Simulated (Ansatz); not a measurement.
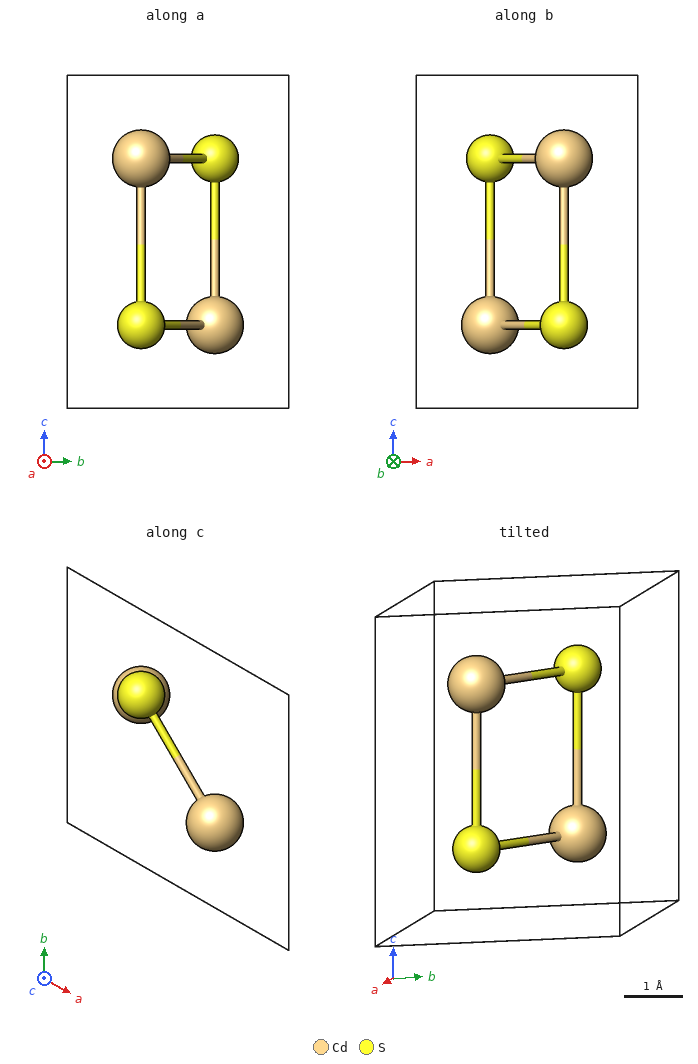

View along the a axis, along the b axis, along the c axis and slightly off an axis, drawn as a ball-and-stick model. The parallelepiped is the conventional unit cell.

Lattice parameters: a = 4.409 Å, b = 4.409 Å, c = 5.748 Å, α = 90.00°, β = 90.00°, γ = 120.00°.

Question: Convert the drawing into a table of Wyckoff sites.

Answer: Space group P6_3/mmc (No. 194).
```tsv
atom	site	x	y	z
Cd	2c	0.3333	0.6667	0.2500
S	2d	0.6667	0.3333	0.2500
```

Origin of the cell: a structure type filled with these elements by a generator (whether the compound takes this form wasn't checked). Earlier steps of the study may have refined or changed the cell and positions. It was run through Ansatz as a DFT input.
